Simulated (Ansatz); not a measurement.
# Run report: Ti, geometry relaxation (part 2 of 3)

Continued. System: Ti (slab, 24 atoms in the cell). Method: DFT PBE, scalar-relativistic, plane waves, PAW, no spin polarisation (Ansatz 0.2.0); cutoff 420 eV, 5×3×1 k-mesh, Gaussian smearing of 0.1 eV. The structure derives from an entry of the Crystallography Open Database. The input holds or restrains some coordinates. Forces given for the steps count only the free coordinates. It belongs to a series of runs on one base structure; here: clean slab, lower half held.

Geometry of the input (Å; fractional positions):
```
5.8769  0.0000  0.0000
0.0000  9.3013  0.0000
0.0000  0.0000  22.9378
Ti 0.5000  0.3750  0.3706
Ti 0.5000  0.8750  0.3706
Ti 0.0000  0.3750  0.3706
Ti 0.0000  0.8750  0.3706
Ti 0.7500  0.1250  0.4075
Ti 0.7500  0.6250  0.4075
Ti 0.2500  0.1250  0.4075
Ti 0.2500  0.6250  0.4075
Ti 0.7500  0.3750  0.4815
Ti 0.7500  0.8750  0.4815
Ti 0.2500  0.3750  0.4815
Ti 0.2500  0.8750  0.4815
Ti 0.0000  0.1250  0.5185
Ti 0.0000  0.6250  0.5185
Ti 0.5000  0.1250  0.5185
Ti 0.5000  0.6250  0.5185
Ti 0.0000  0.3750  0.5925
Ti 0.0000  0.8750  0.5925
Ti 0.5000  0.3750  0.5925
Ti 0.5000  0.8750  0.5925
Ti 0.2500  0.1250  0.6294
Ti 0.2500  0.6250  0.6294
Ti 0.7500  0.1250  0.6294
Ti 0.7500  0.6250  0.6294
```

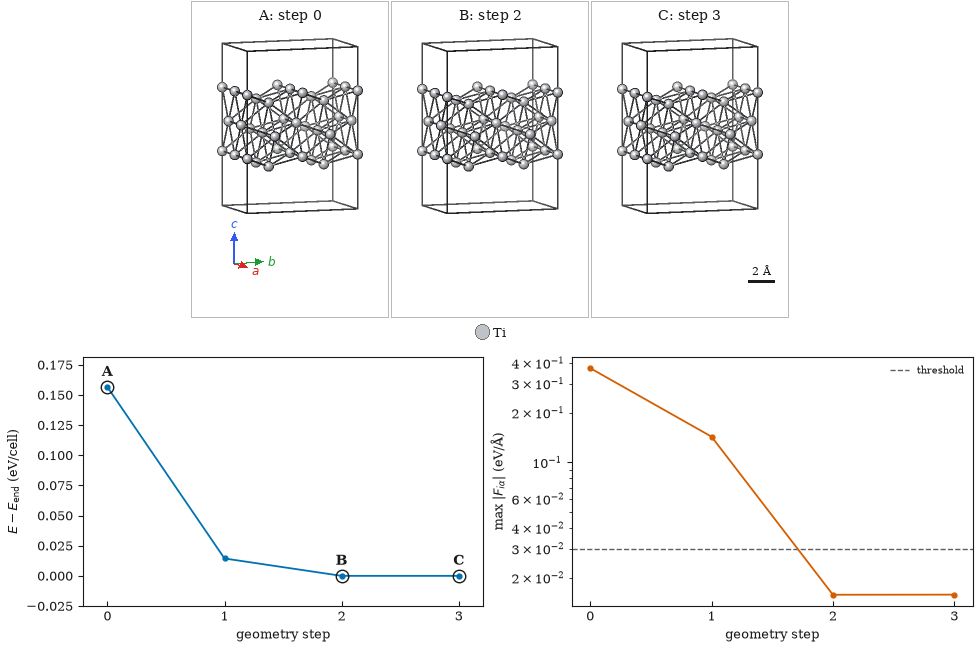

Figure 1. Frames of the restrained relaxation (ball-and-stick view of the cell of the calculation, with the vacuum cut short (origin shifted), seen slightly off an axis) above the curves, on which the letters mark them (the first geometry is step 0 here and step 1 in the log).

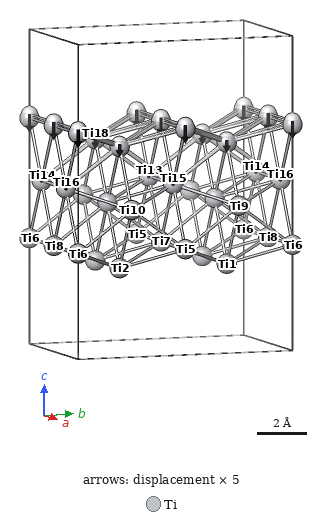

Figure 2. Start (faint) and end (solid) with the displacements as black arrows, magnified 5 times (ball-and-stick view of the cell of the calculation, with the vacuum cut short (origin shifted), seen slightly off an axis). The energy falls by 0.157 eV per cell of the calculation in 3 geometry steps. Largest force component: 0.37 eV/Å at the start, 0.016 eV/Å at the end. The largest moves, 0.15 Å, are those of Ti21, Ti22, Ti23 and Ti24. The lattice vectors keep their values. Distances before and after: Ti13–Ti21 2.938 → 2.829 Å, Ti10–Ti18 2.938 → 2.847 Å, Ti13–Ti17 2.878 → 2.832 Å, Ti5–Ti13 2.938 → 2.916 Å. (Atoms are counted from 1 in the order of the input.)

```
WARN: The output density's exchange-correlation potential varies sharply where the density is thin. Do not read a vacuum level from v_tot or v_xc, or from such a field of the output density. On a cell that repeats whose density bears no net charge and no dipole along the vacuum's axis use v_es (v_loc + v_h of the components); under efield.dipole_correction with no amplitude use v_es + v_field, which holds any external_charges[].barrier, or the levels of the report's work_function block, which leave it out; under a non-zero efield.amplitude the vacuum is tilted and has no level; on a cell that repeats and bears such a dipole with no correction it is tilted too, and efield.dipole_correction with no amplitude gives each side of its ramp a level where efield: is served; in a cell that repeats whose density bears a net charge (total_charge, or a fill off its count) it is curved and has none; of a slab under crystal.periodic whose density bears no net charge use v_es, which has a level on each side, short of where the two are joined; of another it falls or rises all the way out and has none; of a slab beside external_charges read slab_vacuum_level instead, which it has where they leave it neutral. The grid or the basis barely resolves most such structure, and the values can differ between equally converged runs; as a rule a tighter scf.convergence.dr2_threshold does not remove it. Where the density itself ripples (under the LDA too) a higher basis.ecutwfc lessens it. The files hold the spikes' plane waves up to the density's cutoff. Files: v_tot_of_output_density and the like, and their columns of v_z.tsv (output.write_potential); v_xc_of_output_density and the like, and their columns of v_comp_z.tsv (output.write_potential_components). Measured: with its Gaussian average of σ = 0.25 Å subtracted twice, the exchange-correlation potential is over 0.1 eV at 312 of the grid points where the equally averaged density (valence and model cores) is under 1e-3 e/Å³, and 0.290 eV at the most among them, at an averaged density of 1.2e-8 e/Å³. See output.write_potential in the manual, Limitations
SCF converged after 3 iterations
Free energy (F): -59978.277125 eV
Harris-Foulkes:  -59978.277125 eV  (|F-HF|=3.74e-9)
Internal energy: -59978.057145 eV  (E = F + TS)
E sigma→0 (E₀):  -59978.167135 eV
Entropy (-TS):   -0.219980 eV (-9.166 meV/atom)
Fermi energy:    2.023741 eV
Dipole field:    D = -0.005717 V/Å  (p = -0.039615 e·Å, saw-weighted, corrected)
Work function:   Φ+ = 3.8804 eV   Φ− = 3.7493 eV
Levels:          The Fermi level and band energies are counted from a zero that moves with the ramp; work functions are not
--- Per-component energies (eV) ---
  E_band       = -7052.969180
  E_kinetic    = 6519.880283
  E_local      = -264464.821416  (includes V_loc(G=0)·N_el)
  E_nonlocal   = 209.779693
  E_hartree    = 128847.747239
  E_xc         = -2321.981629
  E_vxc        = -2903.066939  (∫ρ·V_xc dr)
  E_paw        = -25147.414761  (= ΣΔE_a)
  E_vpaw       = -4110.116601  (= ΣTr[D̂ρ^β])
  E_aug_tail   = 0.002787  (compensation charges beyond the density's cutoff)
  E_efield     = 0.000113  (sawtooth field / dipole correction)
  E_vefield    = -0.077841  (∫n·V_field dr)
  E_ewald      = 96378.750545
  E_smearing   = -0.219980  (= −TS)
  E_closure    = 0.000000  (closes the sum)
  Σ components = -59978.277125   (vs F -59978.277125, Δ=0.00e0)
--- Forces (eV/Å), atoms counted from 1 ---
  atom   1  Ti    -0.00000000    -0.00000000     0.32666295
  atom   2  Ti    -0.00000000    -0.00000000     0.32666295
  atom   3  Ti    -0.00000000    -0.00000000     0.32666295
  atom   4  Ti    -0.00000000    -0.00000000     0.32666295
  atom   5  Ti    -0.00000000    -0.00000000     0.07554855
  atom   6  Ti    -0.00000000     0.00000000     0.07554855
  atom   7  Ti    -0.00000000    -0.00000000     0.07554855
  atom   8  Ti    -0.00000000     0.00000000     0.07554855
  atom   9  Ti     0.00000000     0.00000000    -0.39574228
  atom  10  Ti     0.00000000    -0.00000000    -0.39574228
  atom  11  Ti     0.00000000    -0.00000000    -0.39574228
  atom  12  Ti     0.00000000    -0.00000000    -0.39574228
  atom  13  Ti     0.00000000     0.00000000    -0.01578713
  atom  14  Ti     0.00000000    -0.00000000    -0.01578713
  atom  15  Ti     0.00000000     0.00000000    -0.01578713
  atom  16  Ti     0.00000000     0.00000000    -0.01578713
  atom  17  Ti    -0.00000000    -0.00000000     0.00954601
  atom  18  Ti    -0.00000000    -0.00000000     0.00954601
  atom  19  Ti    -0.00000000    -0.00000000     0.00954601
  atom  20  Ti    -0.00000000    -0.00000000     0.00954601
  atom  21  Ti     0.00000000     0.00000000    -0.00021915
  atom  22  Ti     0.00000000     0.00000000    -0.00021915
  atom  23  Ti     0.00000000     0.00000000    -0.00021915
  atom  24  Ti     0.00000000     0.00000000    -0.00021915
  max |Σ_I F_I| component: 3.58e-5 eV/Å
--- Band table (eV; the first three rows and the last of 6) ---
  k-point 0: bands = ["-54.9904", "-54.9825", "-54.9458", "-54.9457", "-54.9203", "-54.9096", "-54.8706", "-54.8705", "-54.7707", "-54.7376", "-54.7180", "-54.7088", "-54.6953", "-54.6939", "-54.6746", "-54.6598", "-54.6584", "-54.6569", "-54.6534", "-54.6493", "-54.6327", "-54.6323", "-54.6259", "-54.6017", "-31.4846", "-31.4531", "-31.4400", "-31.4276", "-31.4161", "-31.4149", "-31.4006", "-31.3859", "-31.3786", "-31.3721", "-31.3668", "-31.3461", "-31.3301", "-31.3107", "-31.3003", "-31.2636",
      "-31.2577", "-31.2501", "-31.2175", "-31.2115", "-31.2110", "-31.1744", "-31.1614", "-31.1599", "-31.1500", "-31.1477", "-31.1218", "-31.1145", "-31.1088", "-31.1057", "-31.0749", "-31.0490", "-31.0118", "-31.0027", "-30.9993", "-30.9988", "-30.9977", "-30.9666", "-30.9631", "-30.9494", "-30.9454", "-30.9169", "-30.9045", "-30.9025", "-30.8749", "-30.8746", "-30.8679", "-30.8635", "-30.8590", "-30.8558", "-30.8468", "-30.8457", "-30.8367", "-30.8350", "-30.8328", "-30.8327",
      "-30.8166", "-30.8051", "-30.7961", "-30.7916", "-30.7866", "-30.7865", "-30.7731", "-30.7536", "-30.7531", "-30.7526", "-30.7494", "-30.7485", "-30.7387", "-30.7122", "-30.6910", "-30.6706", "-3.6761", "-2.3464", "-1.8845", "-1.8843", "-0.9496", "-0.9191", "-0.8974", "-0.3696", "-0.3515", "-0.3364", "-0.3281", "-0.2995", "-0.2984", "-0.2882", "-0.2122", "-0.1723", "-0.0180", "0.1263", "0.1578", "0.1587", "0.2416", "0.3430", "0.3711", "0.3959",
      "0.4032", "0.8723", "0.8958", "1.0247", "1.0398", "1.1891", "1.2020", "1.2381", "1.2536", "1.2771", "1.3073", "1.3192", "1.3429", "1.3444", "1.3480", "1.3645", "1.4656", "1.5974", "1.6217", "1.6337", "2.0257", "2.0367", "2.0554", "2.2159", "2.2177", "2.2308", "2.3422", "2.3457", "2.3503", "2.3581", "2.3795", "2.4720", "2.5107", "2.5408", "2.5646", "2.5660", "2.5680", "2.5921", "2.6263", "2.6363",
      "2.7388", "2.7995", "2.8012", "2.8301", "2.8334", "2.8434", "2.9364", "2.9423", "2.9460", "3.0330", "3.0358", "3.0748", "3.1058"]
  k-point 1: bands = ["-54.9884", "-54.9845", "-54.9458", "-54.9457", "-54.9177", "-54.9123", "-54.8706", "-54.8706", "-54.7652", "-54.7506", "-54.7078", "-54.7061", "-54.6991", "-54.6984", "-54.6694", "-54.6626", "-54.6560", "-54.6533", "-54.6515", "-54.6480", "-54.6434", "-54.6374", "-54.6152", "-54.6054", "-31.4800", "-31.4663", "-31.4343", "-31.4270", "-31.4229", "-31.4181", "-31.3888", "-31.3821", "-31.3680", "-31.3548", "-31.3432", "-31.3237", "-31.3116", "-31.3101", "-31.2981", "-31.2830",
      "-31.2751", "-31.2525", "-31.2477", "-31.2298", "-31.2278", "-31.2213", "-31.2145", "-31.1904", "-31.1701", "-31.1409", "-31.1263", "-31.0889", "-31.0786", "-31.0587", "-31.0328", "-31.0286", "-31.0183", "-31.0019", "-30.9992", "-30.9909", "-30.9903", "-30.9733", "-30.9407", "-30.9345", "-30.9331", "-30.9193", "-30.9137", "-30.9038", "-30.9033", "-30.8889", "-30.8870", "-30.8647", "-30.8583", "-30.8436", "-30.8393", "-30.8389", "-30.8337", "-30.8304", "-30.8258", "-30.8229",
      "-30.8190", "-30.8108", "-30.8055", "-30.8032", "-30.7847", "-30.7813", "-30.7738", "-30.7599", "-30.7597", "-30.7586", "-30.7571", "-30.7346", "-30.7230", "-30.7171", "-30.6979", "-30.6784", "-3.4501", "-2.8100", "-2.1561", "-1.6266", "-0.9440", "-0.8994", "-0.7361", "-0.4429", "-0.4257", "-0.4085", "-0.3903", "-0.3879", "-0.1592", "-0.0748", "-0.0458", "-0.0229", "0.0206", "0.0207", "0.0713", "0.1847", "0.3920", "0.4319", "0.4383", "0.4453",
      "0.6704", "0.8529", "0.8556", "0.9576", "0.9914", "1.0347", "1.0761", "1.1665", "1.1855", "1.2059", "1.2457", "1.2702", "1.2751", "1.3366", "1.3394", "1.3402", "1.5658", "1.5944", "1.6766", "1.7071", "2.0666", "2.0846", "2.0899", "2.1294", "2.1356", "2.1730", "2.2336", "2.2540", "2.2955", "2.4456", "2.4909", "2.5515", "2.5735", "2.5756", "2.6025", "2.6079", "2.6155", "2.6257", "2.6750", "2.7490",
      "2.7527", "2.7792", "2.8024", "2.8280", "2.8490", "2.8549", "2.9189", "2.9220", "2.9342", "2.9577", "3.0216", "3.0292", "3.0652"]
  k-point 2: bands = ["-54.9861", "-54.9790", "-54.9501", "-54.9492", "-54.9156", "-54.9059", "-54.8754", "-54.8743", "-54.7658", "-54.7335", "-54.7164", "-54.7140", "-54.6982", "-54.6922", "-54.6789", "-54.6652", "-54.6558", "-54.6524", "-54.6507", "-54.6487", "-54.6350", "-54.6295", "-54.6284", "-54.6047", "-31.4770", "-31.4486", "-31.4310", "-31.4269", "-31.4216", "-31.3988", "-31.3947", "-31.3768", "-31.3719", "-31.3537", "-31.3336", "-31.3322", "-31.3101", "-31.2888", "-31.2790", "-31.2501",
      "-31.2417", "-31.2352", "-31.2158", "-31.2139", "-31.2038", "-31.2007", "-31.1695", "-31.1683", "-31.1588", "-31.1365", "-31.1186", "-31.1096", "-31.1043", "-31.1008", "-31.0451", "-31.0425", "-31.0294", "-31.0180", "-31.0101", "-31.0089", "-31.0086", "-31.0078", "-30.9617", "-30.9532", "-30.9498", "-30.9098", "-30.9014", "-30.8913", "-30.8840", "-30.8807", "-30.8790", "-30.8777", "-30.8655", "-30.8612", "-30.8572", "-30.8538", "-30.8507", "-30.8452", "-30.8316", "-30.8225",
      "-30.8158", "-30.8080", "-30.8079", "-30.7934", "-30.7847", "-30.7842", "-30.7757", "-30.7756", "-30.7708", "-30.7583", "-30.7484", "-30.7372", "-30.7292", "-30.7245", "-30.7006", "-30.6973", "-3.4712", "-2.1498", "-1.7190", "-1.7182", "-1.0713", "-0.7691", "-0.7618", "-0.7471", "-0.4834", "-0.4640", "-0.2431", "-0.1569", "-0.1549", "-0.1477", "-0.1427", "-0.1308", "0.1400", "0.1825", "0.2222", "0.3509", "0.3615", "0.4123", "0.4864", "0.5216",
      "0.5369", "0.8631", "0.8945", "0.9808", "1.0153", "1.2414", "1.2600", "1.2741", "1.2894", "1.3234", "1.3436", "1.3626", "1.3774", "1.3884", "1.4064", "1.4277", "1.4425", "1.5057", "1.5626", "1.5758", "1.9402", "1.9782", "1.9992", "2.1013", "2.1090", "2.1187", "2.2298", "2.2433", "2.2609", "2.2817", "2.2880", "2.3462", "2.3942", "2.4177", "2.4436", "2.4552", "2.4821", "2.5803", "2.5946", "2.5951",
      "2.6567", "2.6975", "2.6991", "2.7011", "2.7403", "2.7640", "2.8313", "2.8615", "2.8934", "2.9095", "2.9494", "2.9869", "3.0959"]
```
